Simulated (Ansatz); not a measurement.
Ge$_{32}$O: geometry relaxation (part 2 of 3)

Ge$_{32}$O (defect cell, 33 atoms in the cell); DFT PBE, scalar-relativistic, plane waves, PAW, no spin polarisation (Ansatz 0.2.0); cutoff 420 eV, 3×3×3 k-mesh, Gaussian smearing of 0.1 eV. The structure derives from an entry of the Crystallography Open Database.

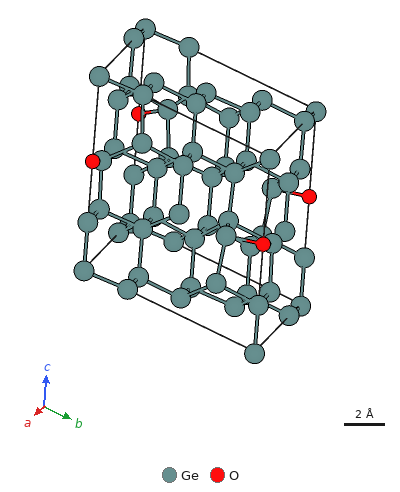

Fig. 1: The geometry at step 7 of the log (ball-and-stick view of the cell of the calculation, seen slightly off an axis).

**What the program printed, continued**
```
SCF iter   1: F=—  HF=-138004.038324 eV  |F-HF|=—  |Δ(HF+E_count)|=         —  Δρ=6.92e-4  dr2=2.74e-3  ethr=6.24e-6  ⟨swp⟩=2.0  Hψ=5456  notcnv=0  defer=293
preconditioner: auto → LDOS  [metal: Δε(μ)=0.063 eV  Ē_g=22.153 eV  σ=0.100 eV  W_gap=0.34  n_scr=200 (ndim 8)  ℏωp=28.6 eV  f_vac=0.078  D(μ)=7.64/eV (n_scr^D=42)  β→1.0]
SCF iter   2: F=—  HF=-138004.038205 eV  |F-HF|=—  |Δ(HF+E_count)|=   1.19e-4  Δρ=3.33e-4  dr2=1.99e-3  ethr=6.05e-7  ⟨swp⟩=2.0  Hψ=7580  notcnv=0  defer=272
SCF iter   3: F=—  HF=-138004.037709 eV  |F-HF|=—  |Δ(HF+E_count)|=   4.95e-4  Δρ=6.93e-5  dr2=1.08e-4  ethr=4.38e-7  ⟨swp⟩=2.0  Hψ=4221  notcnv=0  defer=272
SCF iter   4: F=—  HF=-138004.037692 eV  |F-HF|=—  |Δ(HF+E_count)|=   1.72e-5  Δρ=2.74e-5  dr2=8.83e-6  ethr=2.39e-8  ⟨swp⟩=2.0  Hψ=4475  notcnv=0  defer=272
SCF iter   5: F=—  HF=-138004.037516 eV  |F-HF|=—  |Δ(HF+E_count)|=   1.76e-4  Δρ=1.50e-5  dr2=3.30e-6  ethr=1.95e-9  ⟨swp⟩=2.0  Hψ=6366  notcnv=0  defer=272
SCF iter   6: F=—  HF=-138004.037516 eV  |F-HF|=—  |Δ(HF+E_count)|=   4.02e-7  Δρ=1.04e-5  dr2=1.26e-6  ethr=7.27e-10  ⟨swp⟩=2.0  Hψ=5376  notcnv=0  defer=272
SCF iter   7: F=—  HF=-138004.037516 eV  |F-HF|=—  |Δ(HF+E_count)|=   1.77e-7  Δρ=3.35e-6  dr2=1.66e-7  ethr=2.78e-10  ⟨swp⟩=2.0  Hψ=4218  notcnv=0  defer=272
SCF iter   8: F=-138004.037516 eV  HF=-138004.037516 eV  |F-HF|=1.26e-8  |Δ(HF+E_count)|=   2.69e-8  Δρ=1.39e-6  dr2=1.86e-8  ethr=2.20e-11  ⟨swp⟩=12.1  Hψ=24358  notcnv=0
SCF 7 converged in 8 iterations: F = -138004.037516 eV  dr2 = 1.86e-8
relax step   7: F+E_penalty+E_count = -138004.03751565 eV  Δ(F+E_penalty+E_count) = -7.678e-4 eV  max|allowed force component| = 3.727e-3 eV/Å  Δτ_max = 0.0228 Å  (8 SCF iters, accepted)
SCF converged after 8 iterations
Free energy (F): -138004.037516 eV
Harris-Foulkes:  -138004.037516 eV  (|F-HF|=1.26e-8)
Internal energy: -138003.999369 eV  (E = F + TS)
E sigma→0 (E₀):  -138004.018442 eV
Entropy (-TS):   -0.038147 eV (-1.156 meV/atom)
Fermi energy:    7.654210 eV
--- Per-component energies (eV) ---
  E_band       = -5021.160932
  E_kinetic    = 3724.137628
  E_local      = -80662.349551  (includes V_loc(G=0)·N_el)
  E_nonlocal   = 13425.338506
  E_hartree    = 35332.434972
  E_xc         = -2484.367101
  E_vxc        = -2150.869149  (∫ρ·V_xc dr)
  E_paw        = -64779.109535  (= ΣΔE_a)
  E_vpaw       = -10022.298352  (= ΣTr[D̂ρ^β])
  E_aug_tail   = 0.013027  (compensation charges beyond the density's cutoff)
  E_ewald      = -42560.097315
  E_smearing   = -0.038147  (= −TS)
  E_closure    = 0.000000  (closes the sum)
  Σ components = -138004.037516   (vs F -138004.037516, Δ=0.00e0)
--- Forces (eV/Å), atoms counted from 1 ---
  atom   1  Ge     0.00113255     0.00200042     0.00161126
  atom   2  Ge    -0.00096331    -0.00111883    -0.00201580
  atom   3  Ge     0.00060291    -0.00121509    -0.00046831
  atom   4  Ge     0.00101531     0.00006562     0.00116439
  atom   5  Ge    -0.00117362     0.00011367     0.00087644
  atom   6  Ge    -0.00208324    -0.00037126    -0.00140640
  atom   7  Ge    -0.00030599     0.00099578     0.00121635
  atom   8  Ge    -0.00134372     0.00041741    -0.00033162
  atom   9  Ge    -0.00300276    -0.00303013    -0.00011864
  atom  10  Ge     0.00202181     0.00214764     0.00372701
  atom  11  Ge     0.00189542     0.00132730     0.00170270
  atom  12  Ge     0.00031602     0.00008967    -0.00111161
  atom  13  Ge    -0.00036489    -0.00163376    -0.00082466
  atom  14  Ge    -0.00003292    -0.00092775     0.00080616
  atom  15  Ge     0.00032546     0.00033169    -0.00109659
  atom  16  Ge     0.00170587     0.00147715     0.00103237
  atom  17  Ge     0.00034098     0.00032432    -0.00018188
  atom  18  Ge    -0.00027630     0.00039267    -0.00101642
  atom  19  Ge    -0.00144358    -0.00145506    -0.00033595
  atom  20  Ge    -0.00030009    -0.00007227     0.00138464
  atom  21  Ge     0.00035484     0.00035411     0.00058167
  atom  22  Ge     0.00050440     0.00050952     0.00005849
  atom  23  Ge    -0.00040784    -0.00176193    -0.00151427
  atom  24  Ge     0.00046771     0.00013353    -0.00031129
  atom  25  Ge     0.00034037     0.00034141     0.00060361
  atom  26  Ge     0.00062346     0.00051459     0.00003834
  atom  27  Ge     0.00031038     0.00045697     0.00085668
  atom  28  Ge     0.00053104     0.00055581    -0.00020102
  atom  29  Ge     0.00051280    -0.00021384    -0.00089145
  atom  30  Ge     0.00082449    -0.00052739    -0.00056619
  atom  31  Ge    -0.00153046    -0.00055593    -0.00135029
  atom  32  Ge    -0.00030971     0.00053816    -0.00080710
  atom  33  O     -0.00027963    -0.00019952    -0.00110390
  max |Σ_I F_I| component: 7.76e-6 eV/Å
--- Band table (eV; the first three rows and the last of 14) ---
  k-point 0: bands = ["-16.8743", "-16.8354", "-16.8353", "-16.8335", "-16.8335", "-16.8296", "-16.8296", "-16.8290", "-16.8277", "-16.8276", ... 63 levels left out ..., "-16.6832", "-16.6810", "-16.6747", "-16.6747", "-16.6708", "-16.6601", "-16.6601", "-16.6514", "-16.6433", "-16.6432", "-16.6402", "-16.6400", "-16.6392", "-16.6392", "-16.6348", "-16.6348", "-16.6320", "-16.6313", "-16.6313", "-16.6268", "-16.6233", "-16.6233", "-16.6213", "-16.6213", "-16.6186", "-16.6146", "-16.6146", "-16.6120", "-16.6120",
      "-16.6078", "-16.6071", "-16.6069", "-16.6069", "-16.6035", "-16.6013", "-16.6013", "-16.6008", "-16.5968", "-16.5956", "-16.5956", "-16.5954", "-16.5934", "-16.5897", "-16.5897", "-16.5879", "-16.5867", "-16.5866", "-16.5819", "-16.5818", "-16.5738", "-16.5738", "-16.5737", "-16.5676", "-16.5647", "-16.5647", "-16.5517", "-16.5517", "-16.5464", "-16.5416", "-16.5416", "-16.5410", "-16.5339", "-16.5339", "-16.5298", "-16.5292", "-16.5292", "-16.5273", "-16.5221", "-16.5221",
      "-16.5208", "-16.5208", "-16.5195", "-16.5178", "-16.5177", "-16.5157", "-16.5130", "-16.5113", "-16.5112", "-16.5090", "-16.5090", "-16.5066", "-16.4974", "-16.4965", "-16.4964", "-16.4913", "-16.4912", "-16.4884", "-11.0201", "-4.3257", "-2.8414", "-2.8410", "-2.7271", "-2.7270", "-2.6805", "-2.6736", "-2.6735", "-2.6682", "-2.6125", "-2.4629", "-2.4629", "-2.0506", "-0.9559", "-0.9557", "-0.7597", "-0.7597", "-0.7043", "-0.6009", "0.9798", "0.9800",
      "1.4278", "1.5070", "1.5131", "1.5132", "1.5165", "1.5167", "1.5283", "1.7043", "1.7047", "1.7784", "3.2285", "3.2286", "3.4579", "4.2686", "4.2687", "4.3137", "4.3500", "4.3500", "4.4139", "4.4140", "4.4415", "4.6090", "4.6091", "4.8040", "5.0973", "5.0974", "5.1412", "5.2559", "5.6034", "5.6038", "5.9205", "6.3894", "6.3895", "6.4523", "6.4524", "6.5047", "6.5315", "6.6143", "6.6144", "6.6894",
      "6.7266", "7.4247", "7.4248", "7.5584", "8.0052", "8.1045", "8.1051", "8.6921", "8.6924", "8.8639", "8.8641", "8.9220", "9.1423", "9.8052", "9.8053", "9.8235", "9.8729", "9.8731", "9.8967", "9.9514", "9.9515", "10.0091", "10.1054", "10.1054", "10.3613", "10.5550", "10.7787", "10.7788", "12.4968", "12.5241", "12.5242", "12.5363", "12.5957", "12.5972", "12.5975", "12.6623", "12.6624", "12.6889", "12.7820", "12.7821",
      "12.8236", "12.8237", "12.8294", "12.8388", "12.8578", "12.8579", "12.9235", "12.9238", "12.9804", "13.0080", "13.0080"]
  k-point 1: bands = ["-16.8744", "-16.8359", "-16.8359", "-16.8347", "-16.8329", "-16.8323", "-16.8309", "-16.8298", "-16.8291", "-16.8272", ... 63 levels left out ..., "-16.6832", "-16.6800", "-16.6764", "-16.6735", "-16.6682", "-16.6660", "-16.6634", "-16.6575", "-16.6558", "-16.6526", "-16.6507", "-16.6471", "-16.6432", "-16.6425", "-16.6400", "-16.6385", "-16.6367", "-16.6348", "-16.6333", "-16.6292", "-16.6287", "-16.6253", "-16.6250", "-16.6210", "-16.6207", "-16.6179", "-16.6176", "-16.6163", "-16.6145",
      "-16.6130", "-16.6105", "-16.6101", "-16.6054", "-16.6009", "-16.6005", "-16.5986", "-16.5973", "-16.5953", "-16.5926", "-16.5905", "-16.5885", "-16.5879", "-16.5863", "-16.5851", "-16.5839", "-16.5825", "-16.5798", "-16.5770", "-16.5758", "-16.5728", "-16.5694", "-16.5688", "-16.5637", "-16.5626", "-16.5606", "-16.5538", "-16.5478", "-16.5472", "-16.5440", "-16.5432", "-16.5413", "-16.5393", "-16.5355", "-16.5320", "-16.5318", "-16.5294", "-16.5292", "-16.5278", "-16.5250",
      "-16.5202", "-16.5201", "-16.5187", "-16.5180", "-16.5177", "-16.5158", "-16.5153", "-16.5122", "-16.5111", "-16.5094", "-16.5085", "-16.5072", "-16.4973", "-16.4961", "-16.4935", "-16.4917", "-16.4907", "-16.4874", "-11.0201", "-4.1370", "-3.5246", "-3.1111", "-3.0425", "-2.9839", "-2.8416", "-2.5377", "-2.3616", "-2.2368", "-2.1585", "-2.0135", "-1.9146", "-1.8634", "-1.6868", "-1.5535", "-0.9875", "-0.4946", "0.1728", "0.2028", "0.3847", "0.5478",
      "0.6536", "0.6776", "0.7809", "1.1528", "1.2570", "1.7265", "1.9249", "1.9978", "2.0024", "2.9975", "3.2601", "3.3310", "3.4950", "4.0650", "4.3406", "4.3580", "4.4444", "4.4703", "4.5395", "4.6787", "4.8791", "4.9347", "5.1289", "5.1375", "5.3078", "5.3123", "5.4608", "5.4792", "5.4982", "5.5890", "5.6384", "5.7490", "5.8579", "5.8855", "5.9442", "5.9570", "6.1660", "6.4299", "6.4378", "6.5898",
      "6.5963", "6.8675", "7.0804", "7.4563", "7.4804", "8.0037", "8.9995", "9.1277", "9.1594", "9.2752", "9.5549", "9.6381", "9.6785", "9.7407", "9.7411", "9.8005", "9.8453", "9.9577", "10.0507", "10.1476", "10.1544", "10.4343", "10.5235", "10.7079", "10.7905", "10.8471", "10.9356", "11.0410", "11.0826", "11.2293", "11.3142", "11.3471", "11.4725", "11.5196", "11.6303", "11.7315", "11.7443", "11.8386", "11.8995", "11.9916",
      "12.4667", "12.4914", "12.5344", "12.6275", "12.7234", "12.7889", "13.1069", "13.4004", "13.4029", "13.4600", "13.4810"]
  k-point 2: bands = ["-16.8743", "-16.8380", "-16.8371", "-16.8339", "-16.8336", "-16.8325", "-16.8299", "-16.8291", "-16.8272", "-16.8260", ... 63 levels left out ..., "-16.6841", "-16.6800", "-16.6769", "-16.6712", "-16.6696", "-16.6661", "-16.6635", "-16.6589", "-16.6549", "-16.6544", "-16.6464", "-16.6453", "-16.6445", "-16.6424", "-16.6407", "-16.6396", "-16.6369", "-16.6361", "-16.6336", "-16.6319", "-16.6291", "-16.6260", "-16.6238", "-16.6220", "-16.6207", "-16.6184", "-16.6181", "-16.6146", "-16.6127",
      "-16.6124", "-16.6086", "-16.6083", "-16.6060", "-16.6018", "-16.5994", "-16.5977", "-16.5953", "-16.5940", "-16.5924", "-16.5903", "-16.5876", "-16.5866", "-16.5853", "-16.5836", "-16.5830", "-16.5808", "-16.5787", "-16.5780", "-16.5773", "-16.5748", "-16.5717", "-16.5702", "-16.5681", "-16.5661", "-16.5610", "-16.5541", "-16.5512", "-16.5444", "-16.5438", "-16.5410", "-16.5391", "-16.5375", "-16.5367", "-16.5342", "-16.5336", "-16.5301", "-16.5268", "-16.5267", "-16.5260",
      "-16.5209", "-16.5198", "-16.5193", "-16.5181", "-16.5172", "-16.5155", "-16.5147", "-16.5120", "-16.5114", "-16.5091", "-16.5078", "-16.5053", "-16.4989", "-16.4958", "-16.4953", "-16.4914", "-16.4906", "-16.4867", "-11.0201", "-4.1372", "-3.5588", "-3.1015", "-3.0243", "-3.0042", "-2.7968", "-2.4736", "-2.3219", "-2.2196", "-2.1341", "-2.0895", "-2.0433", "-1.7990", "-1.6775", "-1.6107", "-0.9735", "-0.5841", "0.1161", "0.2392", "0.4342", "0.5779",
      "0.6293", "0.7402", "0.8623", "1.1535", "1.3139", "1.6772", "1.8846", "1.9695", "2.0203", "2.9301", "3.1075", "3.4783", "3.6607", "3.9591", "4.3213", "4.3423", "4.4650", "4.5033", "4.6074", "4.6312", "4.8337", "4.9288", "5.1308", "5.1437", "5.2840", "5.3012", "5.4044", "5.4388", "5.4853", "5.5382", "5.6868", "5.7531", "5.8168", "5.8699", "5.9069", "5.9635", "6.2028", "6.4415", "6.5236", "6.5669",
      "6.6810", "6.9093", "7.0659", "7.4186", "7.6082", "7.9156", "8.9967", "9.1744", "9.2606", "9.2899", "9.4780", "9.6110", "9.6384", "9.7017", "9.7995", "9.8332", "9.8680", "9.9095", "10.0548", "10.0736", "10.1125", "10.3222", "10.5866", "10.7500", "10.7712", "10.8088", "10.9314", "11.0181", "11.1994", "11.2516", "11.3069", "11.3447", "11.4734", "11.5500", "11.6471", "11.7149", "11.7280", "11.7795", "11.9119", "12.1805",
      "12.4112", "12.5285", "12.5795", "12.6228", "12.6894", "12.8402", "13.1847", "13.2937", "13.3938", "13.4150", "13.4857"]
  k-point 13: bands = ["-16.8743", "-16.8380", "-16.8375", "-16.8354", "-16.8342", "-16.8340", "-16.8315", "-16.8293", "-16.8276", "-16.8273", ... 63 levels left out ..., "-16.6820", "-16.6749", "-16.6744", "-16.6713", "-16.6700", "-16.6660", "-16.6644", "-16.6592", "-16.6588", "-16.6568", "-16.6561", "-16.6524", "-16.6478", "-16.6475", "-16.6441", "-16.6431", "-16.6407", "-16.6397", "-16.6373", "-16.6370", "-16.6324", "-16.6293", "-16.6259", "-16.6256", "-16.6233", "-16.6212", "-16.6193", "-16.6176", "-16.6147",
      "-16.6111", "-16.6091", "-16.6080", "-16.6051", "-16.6029", "-16.6025", "-16.6000", "-16.5976", "-16.5943", "-16.5909", "-16.5894", "-16.5880", "-16.5860", "-16.5859", "-16.5820", "-16.5789", "-16.5776", "-16.5746", "-16.5729", "-16.5697", "-16.5674", "-16.5658", "-16.5612", "-16.5594", "-16.5568", "-16.5537", "-16.5537", "-16.5489", "-16.5460", "-16.5445", "-16.5440", "-16.5411", "-16.5399", "-16.5385", "-16.5380", "-16.5355", "-16.5335", "-16.5307", "-16.5299", "-16.5291",
      "-16.5252", "-16.5221", "-16.5197", "-16.5177", "-16.5170", "-16.5155", "-16.5146", "-16.5119", "-16.5118", "-16.5078", "-16.5074", "-16.5062", "-16.5053", "-16.4929", "-16.4918", "-16.4905", "-16.4901", "-16.4862", "-11.0201", "-3.9445", "-3.4481", "-3.3769", "-3.3107", "-3.1338", "-2.7381", "-2.6473", "-2.6051", "-2.5130", "-2.1918", "-1.5540", "-1.4699", "-1.4101", "-1.3177", "-0.8652", "-0.7563", "-0.7024", "-0.5999", "-0.0440", "-0.0041", "0.0503",
      "0.1058", "0.7785", "0.8226", "0.8396", "0.9330", "1.7051", "2.3964", "2.6790", "2.9114", "3.0207", "3.2591", "3.4567", "3.4824", "3.9770", "4.1230", "4.1699", "4.3506", "4.4915", "4.6214", "4.6822", "4.6887", "4.8632", "4.9808", "5.0856", "5.1075", "5.4980", "5.6104", "5.6251", "5.6533", "5.7266", "5.8160", "5.8480", "5.9305", "5.9505", "6.0638", "6.2483", "6.2811", "6.4072", "6.5330", "6.5364",
      "6.6129", "6.6603", "6.7378", "6.9476", "7.2715", "7.6716", "8.6642", "8.7759", "8.8688", "8.8799", "8.9569", "9.6089", "9.6422", "9.6783", "9.7195", "9.9646", "10.0593", "10.3819", "10.5194", "10.5678", "10.6032", "10.6383", "10.6854", "10.7381", "10.7820", "10.9259", "11.0654", "11.1380", "11.1571", "11.2240", "11.5989", "11.6606", "11.7187", "11.7962", "11.9625", "11.9991", "12.0454", "12.0647", "12.2790", "12.2876",
      "12.3191", "12.3343", "12.5097", "12.5100", "12.6434", "12.7190", "12.8380", "12.8967", "12.9312", "13.0748", "13.1043"]
```
